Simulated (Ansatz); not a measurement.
Read the following structure.

```xyz
2
Lattice="3.3191 0.0000 0.0000 0.0000 3.3191 0.0000 0.0000 0.0000 3.1863" Properties=species:S:1:pos:R:3 pbc="T T T"
Ta    0.0000    0.0000    0.0000
Ta    1.6595    1.6595    1.5931
```

Interpret the file: composition, symmetry and coordination.

Answer. The element is tantalum. The symmetry is that of I4/mmm (No. 139), on a body-centred tetragonal lattice. The cell holds two atoms. Counting atoms within bonding range gives coordination numbers of Ta 8. Not all metal-metal contacts are counted.

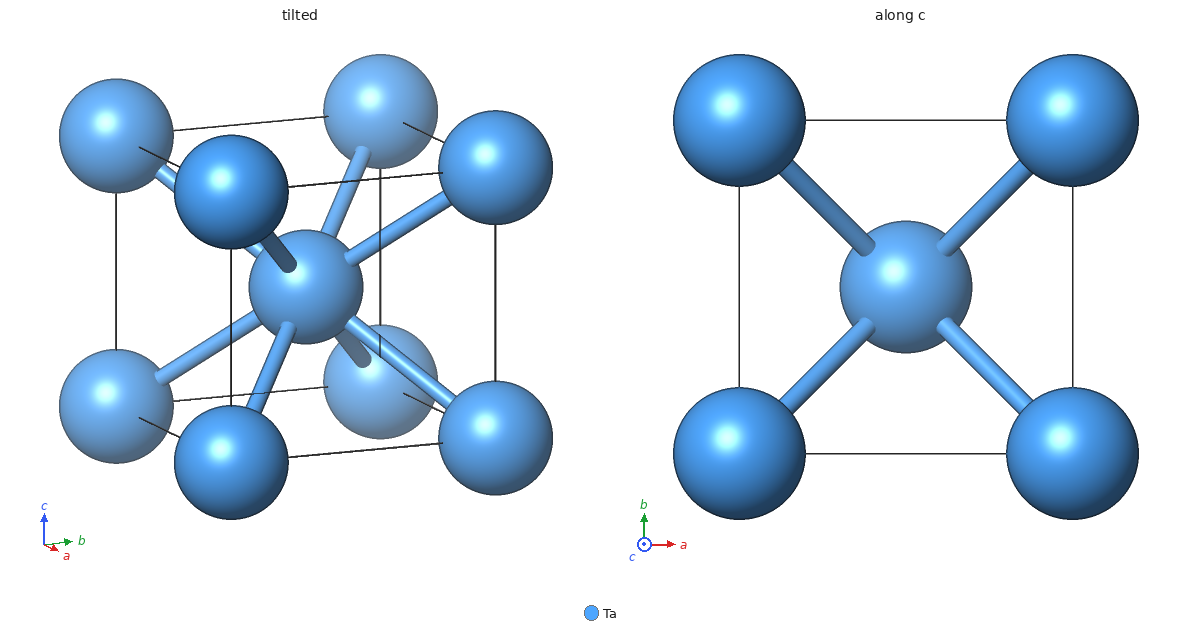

The figure gives a ball-and-stick picture of the atoms, viewed slightly off an axis and along the c axis. The edges of the conventional unit cell are marked. Colours: tantalum blue.

The model was built from a structure listed in the Materials Project. The cell was then strained or its atoms displaced on purpose. It was run through Ansatz as a DFT input.

At this level of theory the cell isn't at rest (compressed, at 9 GPa), so its distances can differ from those at equilibrium, the more so the softer the solid.
